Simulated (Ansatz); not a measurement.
```
Hf N
1.0
     6.34235    0.00000    0.00000
     0.00000    5.01676    0.00000
     0.00000    0.00000   22.16652
Hf N
8 2
Direct
  0.00000 0.75000 0.18045
  0.50000 0.75000 0.18045
  0.25000 0.25000 0.22175
  0.75000 0.25000 0.22175
  0.25000 0.75000 0.29648
  0.75000 0.75000 0.29648
  0.00000 0.25000 0.33684
  0.50000 0.25000 0.33684
  0.25000 0.75000 0.49924
  0.25000 0.75000 0.54887
```

A point of a scan over the structure, not its minimum; not relaxed (largest force 0.4 eV/Å).

Theory: DFT PBE+D3(BJ), scalar-relativistic, plane waves, PAW in Ansatz.

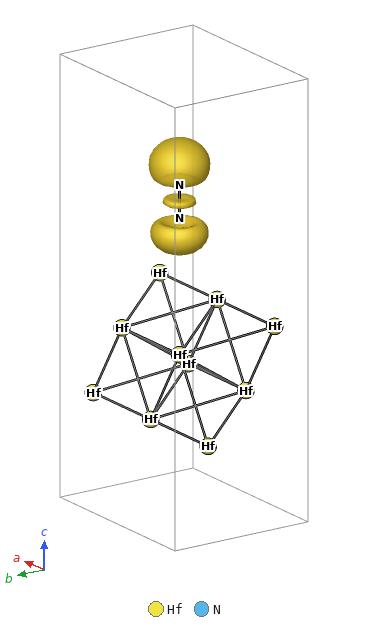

Hf$_{4}$N (slab). Isosurface of the ELF at 0.8 (yellow), seen at an oblique angle. Core shells and regions of very low density are left out. Sticks mark near contacts.

In a PAW calculation such maps are meaningful between the atoms, not at the nuclei.

**Describe the localisation domains.**

The surface consists of one region between bonded N–N atoms and two lobes on N, pointing away from the bonds (lone pairs), counted in one cell of 10 atoms. Counts are for one cell; the picture repeats the cell along the surface. Along the contacts the grid gives the following. N–N (1.10 Å): the ELF peaks at about 0.85 between the atoms. Hf–Hf (3.00 Å): the ELF is about 0.25 at the midpoint: no localised pair shows between them.

**Metal or insulator at this level of theory?**

It is gapless in this calculation (a metal or semimetal).
